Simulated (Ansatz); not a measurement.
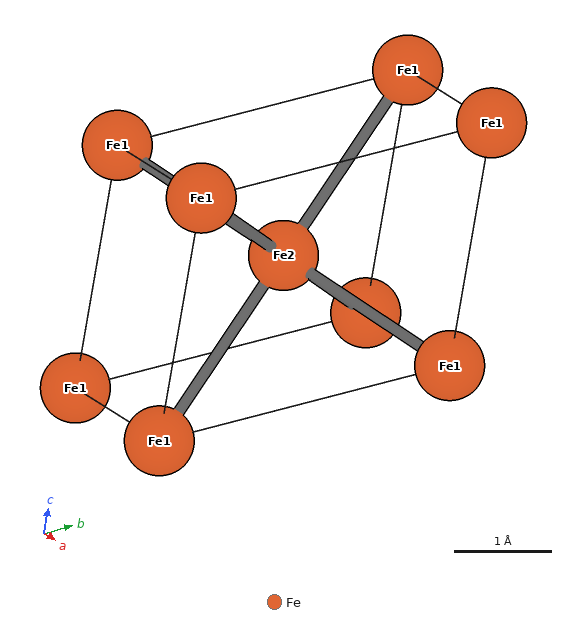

**Figure 1.** The structure (ball-and-stick view of the cell of the calculation, seen slightly off an axis; atoms are numbered from 1 in the order of the input). Near neighbours in the crystal (not all of them lie inside the picture): Fe has 6 Fe at 2.32 Å.

# Fe: a changed input and its effect

System: Fe (Pm-3m, 2 atoms in the cell).
Method of run A: DFT, RPBE, plane waves (420 eV) with PAW, scalar-relativistic, spin-polarised (Ansatz 0.2.0).

Text and figures count atoms from 1; the logs count them from 0 in places.

### Input file, run A
```yaml
crystal:
  lattice:
    - [0.0, 2.3212128726, 2.3212128726]
    - [2.3212128726, 0.0, 2.3212128726]
    - [2.3212128726, 2.3212128726, 0.0]
  atoms:
    - { symbol: Fe, position: [0.0, 0.0, 0.0], spin: 2.395 }
    - { symbol: Fe, position: [0.5, 0.5, 0.5], spin: -2.395 }
hamiltonian:
  xc: rpbe
  pseudopotentials:
    kind: paw
    azcp:
      Fe: "pseudopotentials/Fe.paw.azcp"
basis:
  ecutwfc: 420
  fft_grid_basis: typed
kpoints:
  mp_grid: { grid: [13, 13, 13], shift: [0, 0, 0] }
magnetization:
  spin_polarized: true
scf:
  occupations: { method: fermi_dirac, width: 0.05 }
  lower_state_search: "off"
output:
  stress: true
```

Hardware: 2 threads of an Arm (aarch64) CPU, shared host.

### Output, shortened to warnings, some set-up lines, iterations and results (run A)
```
Basis set: ecut = 420 eV, 531 PW (Γ)
Symmetry: 48 space group operations
k-points: 84 of 2197
Initial density: superposition of atomic densities (chi_scale 0.1, normalization cell)
[...]
SCF iter   1: F=—  HF=-8968.050789 eV  |F-HF|=—  |Δ(HF+E_count)|=         —  Δρ=4.16e-2 (↑4.16e-2 ↓4.16e-2)  dr2=1.51e-1  dr2_m=2.95e-1  M=0.000 μB ∫|m|=3.953 μB  β_m=0.30  …
SCF iter   2: F=—  HF=-8968.145044 eV  |F-HF|=—  |Δ(HF+E_count)|=   9.43e-2  Δρ=3.12e-2 (↑3.12e-2 ↓3.12e-2)  dr2=6.77e-2  dr2_m=1.73e-1  M=0.000 μB ∫|m|=3.941 μB  β_m=0.30  …
SCF iter   3: F=—  HF=-8968.190229 eV  |F-HF|=—  |Δ(HF+E_count)|=   4.52e-2  Δρ=2.11e-2 (↑2.11e-2 ↓2.11e-2)  dr2=8.46e-3  dr2_m=9.70e-2  M=0.000 μB ∫|m|=3.939 μB  β_m=0.30  …
SCF iter   4: F=—  HF=-8968.235606 eV  |F-HF|=—  |Δ(HF+E_count)|=   4.54e-2  Δρ=1.57e-2 (↑1.57e-2 ↓1.57e-2)  dr2=1.38e-3  dr2_m=5.63e-2  M=0.000 μB ∫|m|=3.941 μB  β_m=0.30  …
SCF iter   5: F=—  HF=-8968.260554 eV  |F-HF|=—  |Δ(HF+E_count)|=   2.49e-2  Δρ=1.20e-2 (↑1.20e-2 ↓1.20e-2)  dr2=6.74e-4  dr2_m=3.26e-2  M=0.000 μB ∫|m|=3.945 μB  β_m=0.30  …
SCF iter   6: F=—  HF=-8968.273818 eV  |F-HF|=—  |Δ(HF+E_count)|=   1.33e-2  Δρ=9.06e-3 (↑9.06e-3 ↓9.06e-3)  dr2=3.53e-5  dr2_m=1.88e-2  M=0.000 μB ∫|m|=3.949 μB  β_m=0.30  …
SCF iter   7: F=—  HF=-8968.282777 eV  |F-HF|=—  |Δ(HF+E_count)|=   8.96e-3  Δρ=6.84e-3 (↑6.84e-3 ↓6.84e-3)  dr2=4.24e-5  dr2_m=1.07e-2  M=0.000 μB ∫|m|=3.956 μB  β_m=0.65  …
SCF iter   8: F=—  HF=-8968.297935 eV  |F-HF|=—  |Δ(HF+E_count)|=   1.52e-2  Δρ=2.09e-3 (↑2.09e-3 ↓2.09e-3)  dr2=1.70e-4  dr2_m=7.98e-4  M=0.000 μB ∫|m|=3.995 μB  β_m=0.82  …
SCF iter   9: F=—  HF=-8968.299099 eV  |F-HF|=—  |Δ(HF+E_count)|=   1.16e-3  Δρ=1.59e-3 (↑1.59e-3 ↓1.59e-3)  dr2=2.37e-5  dr2_m=5.50e-4  M=0.000 μB ∫|m|=4.037 μB  β_m=0.91  …
SCF iter  10: F=—  HF=-8968.299899 eV  |F-HF|=—  |Δ(HF+E_count)|=   8.00e-4  Δρ=6.05e-4 (↑6.05e-4 ↓6.05e-4)  dr2=1.15e-4  dr2_m=3.92e-5  M=0.000 μB ∫|m|=4.111 μB  β_m=0.94  …
SCF iter  11: F=—  HF=-8968.299973 eV  |F-HF|=—  |Δ(HF+E_count)|=   7.41e-5  Δρ=5.82e-4 (↑5.82e-4 ↓5.82e-4)  dr2=1.77e-4  dr2_m=4.75e-6  M=0.000 μB ∫|m|=4.127 μB  β_m=0.73  …
SCF iter  12: F=—  HF=-8968.299915 eV  |F-HF|=—  |Δ(HF+E_count)|=   5.83e-5  Δρ=8.45e-5 (↑8.45e-5 ↓8.45e-5)  dr2=4.11e-6  dr2_m=2.96e-7  M=0.000 μB ∫|m|=4.130 μB  β_m=0.86  …
SCF iter  13: F=-8968.299915 eV  HF=-8968.299915 eV  |F-HF|=3.40e-8  |Δ(HF+E_count)|=   8.23e-8  Δρ=1.16e-5 (↑1.16e-5 ↓1.16e-5)  dr2=6.73e-8  dr2_m=9.53e-10  M=0.000 μB …
SCF 1 converged in 13 iterations: F = -8968.299915 eV  dr2 = 6.73e-8
SCF converged after 13 iterations
Magnetization: 0.0000 μB (16.0000 up, 16.0000 down)
Absolute magnetization: 4.1317 μB (∫|ρ↑−ρ↓|, with the PAW one-centre terms)
Spin contamination: 1.6231 ħ² per cell (⟨S²⟩ above its minimum at these occupations)
Per-site moments (μB) at R_I (Å): [(1.944000808110508, 0.9575003099474999), (-1.944000808110508, 0.9575003099474999)]
Free energy (F): -8968.299915 eV
Harris-Foulkes:  -8968.299915 eV  (|F-HF|=3.40e-8)
Internal energy: -8968.256037 eV  (E = F + TS)
E sigma→0 (E₀):  -8968.277976 eV
Entropy (-TS):   -0.043878 eV (-21.939 meV/atom)
Fermi energy:    17.224992 eV
--- Per-component energies (eV) ---
  E_band       = -486.099462
  E_kinetic    = 702.647454
  E_local      = -4523.942482  (includes V_loc(G=0)·N_el)
  E_nonlocal   = 438.540331
  E_hartree    = 1900.395782
  E_xc         = -235.161113
  E_vxc        = -302.300019  (∫ρ·V_xc dr)
  E_paw        = -2744.740296  (= ΣΔE_a)
  E_vpaw       = -601.830596  (= ΣTr[D̂ρ^β])
  E_aug_tail   = 0.001748  (compensation charges beyond the density's cutoff)
  E_ewald      = -4505.901223
  E_core_change = -0.096238  (= ΣΔE_core)
  E_smearing   = -0.043878  (= −TS)
  E_closure    = -0.000000  (closes the sum)
  Σ components = -8968.299915   (vs F -8968.299915, Δ=0.00e0)
--- Stress (GPa, compression-positive) ---
       12.761599      -0.000000      -0.000000
       -0.000000      12.761599       0.000000
       -0.000000      -0.000000      12.761599
  P = ⅓ Tr σ = 12.7616 GPa (127.616 kbar)
```

The input of run B differs as follows (lines with − go, lines with + come):
```diff
-    - [0.0, 2.3212128726, 2.3212128726]
-    - [2.3212128726, 0.0, 2.3212128726]
-    - [2.3212128726, 2.3212128726, 0.0]
+    - [0.0, 2.3895226819, 2.3895226819]
+    - [2.3895226819, 0.0, 2.3895226819]
+    - [2.3895226819, 2.3895226819, 0.0]
```

How does run B compare with run A?

With the same functional and potentials, run B lies 59.9 meV per atom lower. The pressure goes from 12.76 to 4.00 GPa. The volume per atom goes from 12.51 to 13.64 Å³. The SCF takes 16 iterations against 13.

### Output, shortened to warnings, some set-up lines, iterations and results (run B)
```
Basis set: ecut = 420 eV, 531 PW (Γ)
Symmetry: 48 space group operations
k-points: 84 of 2197
Initial density: superposition of atomic densities (chi_scale 0.1, normalization cell)
[...]
SCF iter   1: F=—  HF=-8968.075571 eV  |F-HF|=—  |Δ(HF+E_count)|=         —  Δρ=2.85e-2 (↑2.85e-2 ↓2.85e-2)  dr2=9.85e-2  dr2_m=1.24e-1  M=0.000 μB ∫|m|=4.304 μB  β_m=1.00  …
SCF iter   2: F=—  HF=-8968.297134 eV  |F-HF|=—  |Δ(HF+E_count)|=   2.22e-1  Δρ=1.76e-2 (↑1.76e-2 ↓1.76e-2)  dr2=7.15e-2  dr2_m=1.59e-2  M=0.000 μB ∫|m|=4.478 μB  β_m=1.00  …
SCF iter   3: F=—  HF=-8968.317683 eV  |F-HF|=—  |Δ(HF+E_count)|=   2.05e-2  Δρ=7.74e-3 (↑7.74e-3 ↓7.74e-3)  dr2=1.22e-2  dr2_m=9.34e-3  M=0.000 μB ∫|m|=4.585 μB  β_m=1.00  …
SCF iter   4: F=—  HF=-8968.337953 eV  |F-HF|=—  |Δ(HF+E_count)|=   2.03e-2  Δρ=6.17e-3 (↑6.17e-3 ↓6.17e-3)  dr2=8.94e-3  dr2_m=1.47e-3  M=0.000 μB ∫|m|=4.630 μB  β_m=1.00  …
SCF iter   5: F=—  HF=-8968.368402 eV  |F-HF|=—  |Δ(HF+E_count)|=   3.04e-2  Δρ=2.72e-3 (↑2.72e-3 ↓2.72e-3)  dr2=2.22e-4  dr2_m=1.74e-3  M=0.000 μB ∫|m|=4.675 μB  β_m=1.00  …
[... 7 lines ...]
SCF iter  13: F=—  HF=-8968.419777 eV  |F-HF|=—  |Δ(HF+E_count)|=   5.22e-5  Δρ=1.32e-4 (↑1.32e-4 ↓1.32e-4)  dr2=3.78e-6  dr2_m=2.84e-6  M=0.000 μB ∫|m|=4.844 μB  β_m=0.69  …
SCF iter  14: F=—  HF=-8968.419778 eV  |F-HF|=—  |Δ(HF+E_count)|=   1.18e-6  Δρ=5.78e-5 (↑5.78e-5 ↓5.78e-5)  dr2=1.89e-7  dr2_m=6.27e-7  M=0.000 μB ∫|m|=4.845 μB  β_m=0.85  …
SCF iter  15: F=-8968.419779 eV  HF=-8968.419779 eV  |F-HF|=1.52e-8  |Δ(HF+E_count)|=   9.06e-7  Δρ=1.25e-5 (↑1.25e-5 ↓1.25e-5)  dr2=4.97e-8  dr2_m=1.61e-8  M=0.000 μB …
SCF iter  16: F=-8968.419779 eV  HF=-8968.419779 eV  |F-HF|=4.26e-10  |Δ(HF+E_count)|=   2.23e-8  Δρ=1.14e-6 (↑1.14e-6 ↓1.14e-6)  dr2=8.51e-10  dr2_m=9.31e-11  M=0.000 μB …
SCF 1 converged in 16 iterations: F = -8968.419779 eV  dr2 = 8.51e-10
SCF converged after 16 iterations
an eigenvalue changed by more than its tolerance at an iteration that met the thresholds in force, so the SCF went on 1 time: the last check found none over its tolerance
Magnetization: 0.0000 μB (16.0000 up, 16.0000 down)
Absolute magnetization: 4.8451 μB (∫|ρ↑−ρ↓|, with the PAW one-centre terms)
Spin contamination: 2.0519 ħ² per cell (⟨S²⟩ above its minimum at these occupations)
Per-site moments (μB) at R_I (Å): [(2.2868062084364587, 0.98567810628375), (-2.2868062084364587, 0.98567810628375)]
Free energy (F): -8968.419779 eV
Harris-Foulkes:  -8968.419779 eV  (|F-HF|=4.26e-10)
Internal energy: -8968.390378 eV  (E = F + TS)
E sigma→0 (E₀):  -8968.405079 eV
Entropy (-TS):   -0.029401 eV (-14.701 meV/atom)
Fermi energy:    15.546910 eV
--- Per-component energies (eV) ---
  E_band       = -538.940730
  E_kinetic    = 696.705276
  E_local      = -4725.872763  (includes V_loc(G=0)·N_el)
  E_nonlocal   = 441.053441
  E_hartree    = 1976.046968
  E_xc         = -233.492630
  E_vxc        = -299.955502  (∫ρ·V_xc dr)
  E_paw        = -2745.646365  (= ΣΔE_a)
  E_vpaw       = -602.968833  (= ΣTr[D̂ρ^β])
  E_aug_tail   = 0.001968  (compensation charges beyond the density's cutoff)
  E_ewald      = -4377.090036
  E_core_change = -0.096238  (= ΣΔE_core)
  E_smearing   = -0.029401  (= −TS)
  E_closure    = 0.000000  (closes the sum)
  Σ components = -8968.419779   (vs F -8968.419779, Δ=0.00e0)
--- Stress (GPa, compression-positive) ---
        3.995646       0.000000      -0.000000
       -0.000000       3.995646      -0.000000
       -0.000000       0.000000       3.995646
  P = ⅓ Tr σ = 3.9956 GPa (39.956 kbar)
```

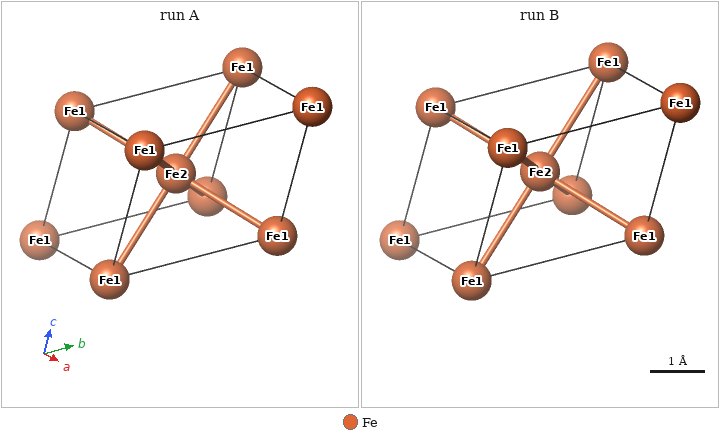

**Figure 2.** The two input geometries at one scale (ball-and-stick view of the cell of the calculation, seen slightly off an axis). The atoms keep their places relative to the cell (all moves are under 0.005 Å). The drawn cell changes as follows: a = b = c 3.283 → 3.379 Å (+2.9 %); the volume changes by +9.1 %. Among the contacts that change: Fe1–Fe2 2.321 → 2.390 Å.

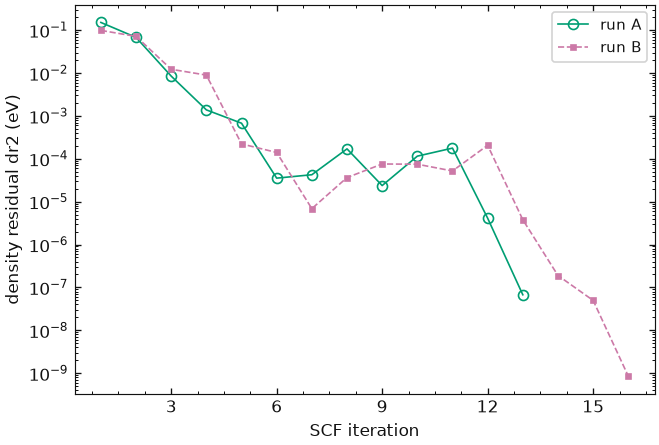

**Figure 3.** Convergence of the two runs: density residual dr2 against the SCF iteration. Run A takes 13 iterations in all, and run B takes 16.

### The two runs side by side

```csv
quantity,run A,run B
outcome,converged,converged
free energy per atom (eV),−4484.1500,−4484.2099
"energy per atom, smearing taken to zero (eV)",−4484.1390,−4484.2025
net moment of the cell (μB),0.00,0.00
absolute moment of the cell (μB),4.13,4.85
pressure (GPa),12.76,4.00
volume per atom (Å³),12.51,13.64
SCF iterations,13,16
irreducible k-points,84,84
plane waves at Γ,531,531
wall time (shared host),2.5 s,3 s
```

For run A: The cell is under a pressure of 12.8 GPa at this level, so it is not at its equilibrium volume.
